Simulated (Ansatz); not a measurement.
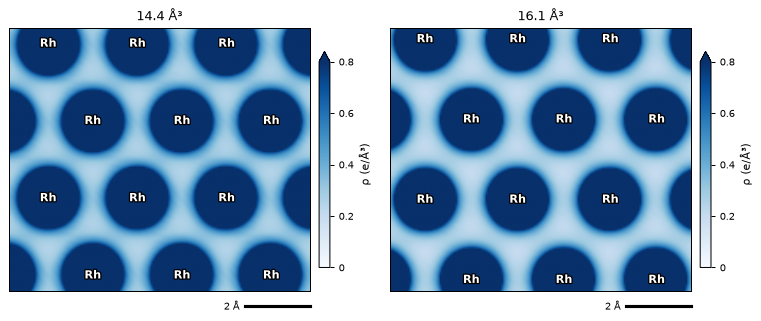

Rh. The valence pseudo-density of cells scaled evenly to different volumes (given per atom above each panel), on the (001) plane of each (indices in the axes of the cell below), at one length scale and on one colour scale.

A generated structure, not necessarily the stable one; computed without spin polarisation.

All numbers below come from DFT, RPBE, plane waves (420 eV) with PAW, scalar-relativistic in Ansatz 0.2.0.

In a PAW calculation such maps are meaningful between the atoms, not at the nuclei.

The largest cell:

```
Rh
1.0
     2.84849    0.00000    0.00000
    -1.42425    2.46687    0.00000
     0.00000    0.00000    4.58843
Rh
2
Direct
  0.33333 0.66667 0.25000
  0.66667 0.33333 0.75000
```

| volume (Å³/atom) | Rh–Rh contact in the plane (Å) | ρ at its midpoint (e/Å³) | pressure (GPa) | 
| --- | --- | --- | --- |
| 14.39 | 2.743 | 0.334 | 0.0 | 
| 15.55 | 2.814 | ? | ? | 
| 16.12 | 2.848 | 0.272 | −19.5 | 

Estimate the missing row, and compare with the calculation.

Over the known rows ln ρ falls by 1.96 per Å of Rh–Rh distance (the line through the two), which gives 0.291 e/Å³ at 2.814 Å; the calculation gives 0.290 e/Å³. For the pressure, a straight line in volume between the neighbouring rows gives −13.1 GPa; the calculation gives −14.6, lower because pressure rises ever faster on compression.
